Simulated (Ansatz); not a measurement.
# Formation energy and levels of the substitutional impurity I_Se in CdSe (P6_3mc)

Wanted: the transition levels of a substitutional impurity in CdSe (P6_3mc), from a cell of 72 host atoms with 1 Se taken out and 1 I put in.

Calculated with Ansatz 0.2.0; place-levels on r2SCAN runs: charge-transition levels and formation energies with image-charge correction and potential alignment at the atomic sites; PAW set soft_1.

### Step 1. Starting point

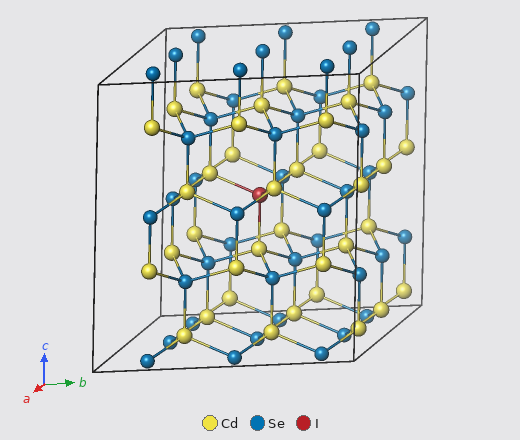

The cell as given, slightly off an axis (cadmium yellow, selenium blue, iodine red). Some periodic images of atoms are drawn too.

The cell holds 72 atoms: 36 Cd, 35 Se and 1 I. Its edges and angles: a = 13.023 Å, b = 13.023 Å, c = 14.159 Å, α = 90.0°, β = 90.0°, γ = 120.0°. It derives from CdSe (space group P6_3mc). Nearest the centre at fractional (0.556, 0.444, 0.438): I36 at 0.00 Å, Cd29 at 2.66 Å, Cd61 at 2.66 Å, Cd37 at 2.66 Å, Cd34 at 2.66 Å, Se27 at 4.34 Å, Se31 at 4.34 Å, Se59 at 4.34 Å.

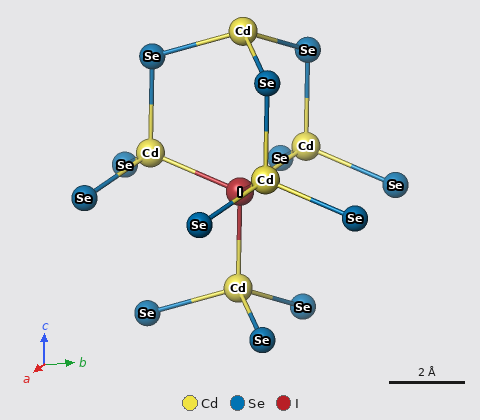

The atoms within 5 Å of the centre.

As a file:

```xyz
72
Lattice="13.0227 0.0000 0.0000 -6.5113 11.2780 0.0000 0.0000 0.0000 14.1593" Properties=species:S:1:pos:R:3 pbc="T T T"
Cd    0.0000    2.5062    0.0004
Cd    2.1704    1.2531    3.5402
Se    0.0000    2.5062    2.6615
Se    2.1704    1.2531    6.2014
Cd    0.0000    2.5062    7.0801
Cd    2.1704    1.2531   10.6199
Se    0.0000    2.5062    9.7412
Se    2.1704    1.2531   13.2810
Cd   -2.1704    6.2655    0.0004
Cd    0.0000    5.0124    3.5402
Se   -2.1704    6.2655    2.6615
Se    0.0000    5.0124    6.2014
Cd   -2.1704    6.2655    7.0801
Cd    0.0000    5.0124   10.6199
Se   -2.1704    6.2655    9.7412
Se    0.0000    5.0124   13.2810
Cd   -4.3409   10.0249    0.0004
Cd   -2.1704    8.7718    3.5402
Se   -4.3409   10.0249    2.6615
Se   -2.1704    8.7718    6.2014
Cd   -4.3409   10.0249    7.0801
Cd   -2.1704    8.7718   10.6199
Se   -4.3409   10.0249    9.7412
Se   -2.1704    8.7718   13.2810
Cd    4.3409    2.5062    0.0004
Cd    6.5113    1.2531    3.5402
Se    4.3409    2.5062    2.6615
Se    6.5113    1.2531    6.2014
Cd    4.3409    2.5062    7.0801
Cd    6.5113    1.2531   10.6199
Se    4.3409    2.5062    9.7412
Se    6.5113    1.2531   13.2810
Cd    2.1704    6.2655    0.0004
Cd    4.3409    5.0124    3.5402
Se    2.1704    6.2655    2.6615
I     4.3409    5.0124    6.2014
Cd    2.1704    6.2655    7.0801
Cd    4.3409    5.0124   10.6199
Se    2.1704    6.2655    9.7412
Se    4.3409    5.0124   13.2810
Cd    0.0000   10.0249    0.0004
Cd    2.1704    8.7718    3.5402
Se    0.0000   10.0249    2.6615
Se    2.1704    8.7718    6.2014
Cd    0.0000   10.0249    7.0801
Cd    2.1704    8.7718   10.6199
Se    0.0000   10.0249    9.7412
Se    2.1704    8.7718   13.2810
Cd    8.6818    2.5062    0.0004
Cd   10.8522    1.2531    3.5402
Se    8.6818    2.5062    2.6615
Se   10.8522    1.2531    6.2014
Cd    8.6818    2.5062    7.0801
Cd   10.8522    1.2531   10.6199
Se    8.6818    2.5062    9.7412
Se   10.8522    1.2531   13.2810
Cd    6.5113    6.2655    0.0004
Cd    8.6818    5.0124    3.5402
Se    6.5113    6.2655    2.6615
Se    8.6818    5.0124    6.2014
Cd    6.5113    6.2655    7.0801
Cd    8.6818    5.0124   10.6199
Se    6.5113    6.2655    9.7412
Se    8.6818    5.0124   13.2810
Cd    4.3409   10.0249    0.0004
Cd    6.5113    8.7718    3.5402
Se    4.3409   10.0249    2.6615
Se    6.5113    8.7718    6.2014
Cd    4.3409   10.0249    7.0801
Cd    6.5113    8.7718   10.6199
Se    4.3409   10.0249    9.7412
Se    6.5113    8.7718   13.2810
```

The host's dielectric constants go in as inputs: (8.02, 8.02, 8.09) for the electrons alone, (11.43, 11.43, 12.09) with the ions, computed on the host (DFPT, PBEsol, on the r2SCAN cell), and a cell off the functional's own equilibrium shifts the ionic part.

The cell's shortest repeat is 13.0 Å.

### Step 2. What was run first

Levels follow from differences of total energies between charge states, each relaxed by itself.

Random displacements of about 0.05 Å break the site symmetry at the start, so that the relaxation can reach a distorted minimum if there is one. Forces are taken at one point at (¼, ¼, ¼). The cell holds 1 electron more than the neutral one, with a uniform background that keeps it neutral on the whole.

The sampling was tested on the host first: at the k-points planned (1x1x1 shifted 0.25 0.25 0.25) its energy lies -0.014 eV an atom from the dense-mesh value, under the bound of 0.02 eV set for this test; that bounds the host's error, not the defect's.

One of the inputs; charge, spin and start change from state to state.

qm1.relax/input.yaml reads:

```yaml
crystal:
  lattice:
    - [4.34089859, 0.0, 0.0]
    - [-2.1704493, 3.75932846, 0.0]
    - [0.0, 0.0, 7.07966368]
  atoms:
    - { symbol: Cd, position: [0.33333333, 0.66666667, 5.722e-05] }
    - { symbol: Cd, position: [0.66666667, 0.33333333, 0.50005722] }
    - { symbol: Se, position: [0.33333333, 0.66666667, 0.37594278] }
    - { symbol: Se, position: [0.66666667, 0.33333333, 0.87594278] }
  supercell: [3, 3, 2]
  defects: [{ substitution: { at: 35, symbol: I } }]
total_charge: -1
basis:
  ecutwfc: 500
  xc_grid: 2
hamiltonian:
  xc: r2scan
  pseudopotentials: { kind: paw, azcp: { folder: soft_1 } }
kpoints:
  mp_grid: { grid: [1, 1, 1], shift: [0.25, 0.25, 0.25] }
scf:
  occupations: { method: fixed }
  max_iter: 100
output:
  forces: true
  charged_corrections:
    epsilon: [8.02, 8.02, 8.09]
    static_epsilon: [11.43, 11.43, 12.09]
relax:
  f_tol: 0.02
  max_steps: 80
  random_displacement: { amplitude: 0.05, seed: 5260 }
checkpoint:
  write: "../qm1.relax.run"
  compress: false
  write_wavefunctions: true
  write_every: 100000
```

Started as:

```
$ ansatz run input.yaml --threads 6 --pin off --max-ram 37683MiB --backend cuda --events-out ev --progress --plain --runs-dir out
```

The relaxed structure is kept and the sampling changed to a 2×2×2 shifted mesh.

The run of this state that the levels use, under r2SCAN:

qm1.point/input.yaml reads:

```yaml
crystal:
  checkpoint: "../qm1.relax.run"
  host: checkpoint
total_charge: -1
basis:
  ecutwfc: 500
  xc_grid: 2
hamiltonian:
  xc: r2scan
  pseudopotentials: { kind: paw, azcp: { folder: soft_1 } }
kpoints:
  mp_grid: { grid: [2, 2, 2], shift: [0.5, 0.5, 0.5] }
scf:
  occupations: { method: fermi_dirac, width: 0.01 }
  max_iter: 100
output:
  forces: true
  eigenvalues: true
  charged_corrections:
    epsilon: [8.02, 8.02, 8.09]
    static_epsilon: [11.43, 11.43, 12.09]
    defect_position: [0.555556, 0.444444, 0.437971]
  eigenstates: { localisation: true }
  populations: true
  band_densities: [{ bands: [v1, v1] }, { bands: [c1, c1] }]
  write_density: true
  write_potential: true
  volumetric_format: npy
  elf: true
checkpoint:
  read: "../qm1.relax.run"
  write: "../qm1.point.run"
  compress: false
  write_wavefunctions: false
  write_every: 100000
```

Relaxations under r2SCAN at one point at (¼, ¼, ¼); times on 1 × NVIDIA H100 80GB HBM3 with 6 threads of AMD EPYC 7R13 (Zen 3), shared host:

| charge | moment (μB) | occupations | outcome | steps | largest displacement against the far atoms (Å) | time |
| --- | --- | --- | --- | --- | --- | --- |
| −1 | 0 | fixed | converged | 5 | 0.40 | 24 s |
| 0 | 1 | fixed | converged | 6 | 0.40 | 43 s |
| +1 | 0 | fixed | converged | 5 | 0.41 | 24 s |
| −1 | 2 | fixed | converged | 6 | 0.39 | 39 s |

Single points under r2SCAN at a 2×2×2 shifted mesh; times on 1 × NVIDIA H100 80GB HBM3 with 6 threads of AMD EPYC 7R13 (Zen 3), shared host:

| charge | moment (μB) | occupations | outcome | time |
| --- | --- | --- | --- | --- |
| −1 | 0 | fermi-dirac | converged | 33 s |
| 0 | 1 | fermi-dirac | converged | 73 s |
| +1 | 0 | fermi-dirac | converged | 29 s |
| −1 | 2 | fermi-dirac | converged | 63 s |

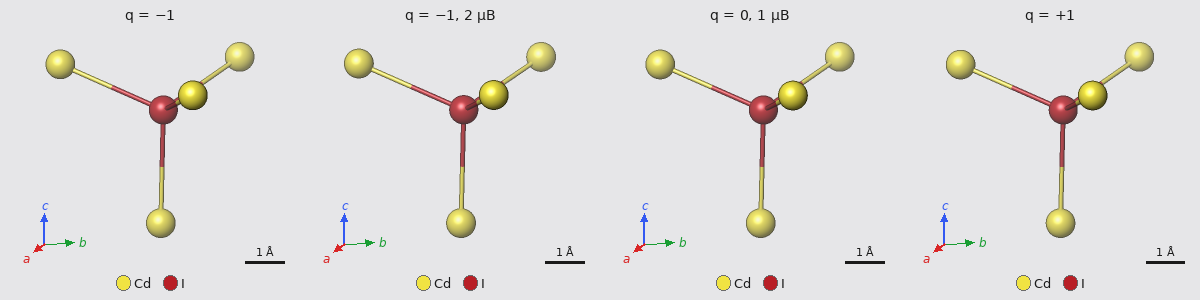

The structures near the centre after relaxation with r2SCAN, by charge.

Distances (Å) from I36 to the nearest atoms after relaxation with r2SCAN:

| charge | moment (μB) | 1. | 2. | 3. | 4. | 5. | 6. |
| --- | --- | --- | --- | --- | --- | --- | --- |
| −1 | 0 | Cd 3.00 | Cd 3.01 | Cd 3.02 | Cd 3.05 | Se 4.36 | Se 4.36 |
| −1 | 2 | Cd 3.01 | Cd 3.02 | Cd 3.04 | Cd 3.04 | Se 4.35 | Se 4.36 |
| 0 | 1 | Cd 3.00 | Cd 3.00 | Cd 3.01 | Cd 3.04 | Se 4.36 | Se 4.36 |
| +1 | 0 | Cd 2.99 | Cd 2.99 | Cd 3.01 | Cd 3.05 | Se 4.36 | Se 4.36 |

### Step 3. Placing the levels, r2SCAN

A charged cell interacts with its images and the background, and its potential has another zero than the host's. place-levels removes the first by a point-charge model, screened by the static dielectric constant since the ions have relaxed around the charge, and the second by comparing potentials at atoms far from the defect.

The host is a run of the defect-free crystal in the same cutoffs, grids and k-points, so that basis and sampling errors cancel in part in the differences. The host is run in a cell of 4 atoms on a matching mesh. Its band edges are searched through the zone by a band path, so the gap is smaller than, or equal to, that on the mesh. Chemical potentials are energies per atom of Se (trigonal (grey) selenium) and I (solid I2 (Cmce)), run with the same functional and cutoff.

levels.point.yaml reads:

```yaml
host:
  run: host.point.run
states: [qm1.point.run, q0_M1.point.run, qp1.point.run, qm1_M2.point.run]
geometry_from:
  qm1.point.run: qm1.relax.run
  q0_M1.point.run: q0_M1.relax.run
  qp1.point.run: qp1.relax.run
  qm1_M2.point.run: qm1_M2.relax.run
  host.point.run: host.relax.run
chemical_potentials:
  Se:
    energy: -5478.140172
    dataset: "<sha256 of the dataset>"
  I:
    energy: -7528.116164
    dataset: "<sha256 of the dataset>"
epsilon: [8.02, 8.02, 8.09]
static_epsilon: [11.43, 11.43, 12.09]
vertical:
  - { from: qm1.point.run, to: qm1.point_neutral.run }
  - { from: qp1.point.run, to: qp1.point_neutral.run }
  - { from: qm1_M2.point.run, to: qm1_M2.point_neutral.run }
```

Started as:

```
$ ansatz place-levels levels.point.yaml -- --threads 6 --pin off --max-ram 37683MiB
```

Numbers of over 12 decimals in the logs are rounded to 6 here.

Output:

```text
[... repeated set-up lines and file paths are left out, and long positions are rounded to six places ...]
(+1/0) 1.108 eV above the valence edge (+1.936 eV without the band-filling correction), in the conduction band; not on the lower envelope
(0/-1) 1.107 eV above the valence edge (+2.101 eV without the band-filling correction), in the conduction band; not on the lower envelope
(+1/-1) 1.107 eV above the valence edge (+2.019 eV without the band-filling correction), in the conduction band: charges between them are lowest nowhere
formation energy of charge +1: -0.485 eV with the Fermi level at the valence edge
formation energy of charge 0: +0.623 eV with the Fermi level at the valence edge
formation energy of charge -1: +1.730 eV with the Fermi level at the valence edge
vertical -1 to 0: no energy, since no alignment is typed
  the change from vertical[0].from (qm1.point.run) to vertical[0].to (qm1.point_neutral.run): by its potential at epsilon [8.02, 8.02, 8.09] it is spread over the cell along a vector, with an rms radius of about 9.9 Å (5.4 5.4 6.2 Å across the planes of the [...]
vertical +1 to 0: no energy, since no alignment is typed
  the change from vertical[1].from (qp1.point.run) to vertical[1].to (qp1.point_neutral.run): by its potential at epsilon [8.02, 8.02, 8.09] it is spread over the cell along a vector, with an rms radius of about 9.8 Å (5.4 5.4 6.1 Å across the planes of the [...]
vertical -1 to 0: no energy, since no alignment is typed
  the change from vertical[2].from (qm1_M2.point.run) to vertical[2].to (qm1_M2.point_neutral.run): by its potential at epsilon [8.02, 8.02, 8.09] it stands at 0.540 0.387 0.422, with an rms radius of about 8.0 Å (4.5 4.6 4.7 Å across the planes of the cell's [...]
  edges by r2scan, gap 1.097 eV; the host is sampled to repeats of 26.05 Å
  the defect's cells are sampled to repeats of 26.05 Å, like sampling
  charge +1: -496981.9373 eV with its correction of +0.204 eV, at epsilon [11.43, 11.43, 12.09], aligned at sites: +0.0663 eV, mean over 33 atomic sites at or beyond 6.51 Å from the defect at [0.5556, 0.4444, 0.4380], with +0.000988 for the charge's moments [...]
  charge 0: +0.000 eV for its dipole among its images, +0.000 omitted
  charge -1: -496964.6424 eV with its correction of -0.042 eV, at epsilon [11.43, 11.43, 12.09], aligned at sites: +0.1798 eV, mean over 33 atomic sites at or beyond 6.51 Å from the defect at [0.5556, 0.4444, 0.4380], with +0.001405 for the charge's moments [...]
  charge -1: states[3] (qm1_M2.point.run) stands 0.739 eV higher, with a moment of 2.00 μB against 0.00
  states[3] (qm1_M2.point.run): levels filled in part (TS 0.002 eV): its energy is of no whole electron's
  of states[2] (qp1.point.run): it parts from the run at its places by a charge that spreads by about 5.4 Å along one vector (2 Å or more is wide), by its potential at epsilon [8.02, 8.02, 8.09], taken for that of held ions (one typed too small widens it), [...]
  of states[1] (q0_M1.point.run): a band-filling correction moves a carrier to the host's band edge, which changes its energy by -0.828 eV; its displacements don't fall off away from the defect: farther atoms stand 0.017 Å off the host's places. [...]
  of states[0] (qm1.point.run): it parts from the run at its places by a charge that spreads by about 5.4 Å along one vector (2 Å or more is wide), by its potential at epsilon [8.02, 8.02, 8.09], taken for that of held ions (one typed too small widens it), [...]
  of states[3] (qm1_M2.point.run): it parts from the run at its places by a charge that spreads by about 4.6 Å along one vector (2 Å or more is wide), by its potential at epsilon [8.02, 8.02, 8.09], taken for that of held ions (one typed too small widens it), [...]
  of vertical[0].from (qm1.point.run): its displacements don't fall off away from the defect: farther atoms stand 0.017 Å off the host's places. [...]
  of vertical[0].to (qm1.point_neutral.run): its displacements don't fall off away from the defect: farther atoms stand 0.017 Å off the host's places. [...]
  of vertical[1].from (qp1.point.run): its displacements don't fall off away from the defect: farther atoms stand 0.018 Å off the host's places. [...]
  of vertical[1].to (qp1.point_neutral.run): its displacements don't fall off away from the defect: farther atoms stand 0.018 Å off the host's places. [...]
  vertical[2].from (qm1_M2.point.run): levels filled in part (TS 0.002 eV): its energy is of no whole electron's
  of vertical[2].from (qm1_M2.point.run): its displacements don't fall off away from the defect: farther atoms stand 0.019 Å off the host's places. [...]
  of vertical[2].to (qm1_M2.point_neutral.run): its displacements don't fall off away from the defect: farther atoms stand 0.019 Å off the host's places. [...]
```

Wall time 0.53 s (6 threads of AMD EPYC 7R13 (Zen 3), shared host).

(Continued in part 2 of 2.)

[Logs are printed without paths, hosts, clocks, repeated set-up lines and the standing remarks that a program may print on its own settings, such as how far it seeks lower states.]

[Hosts, paths, dates, database ids (printed as entryN), source tags and the programs' standing remarks are cut or masked in the printed files.]

[Where a table of states has a column of steps, it counts the stored structures, which are thinned; the runs took as many ionic steps or more.]

[A defect's name tells the site on which it was built; relaxed atoms can leave that site.]

[For some hosts the program warned that the k-mesh of the response run may be too coarse for force constants and the static dielectric constant; such warnings are not shown here.]
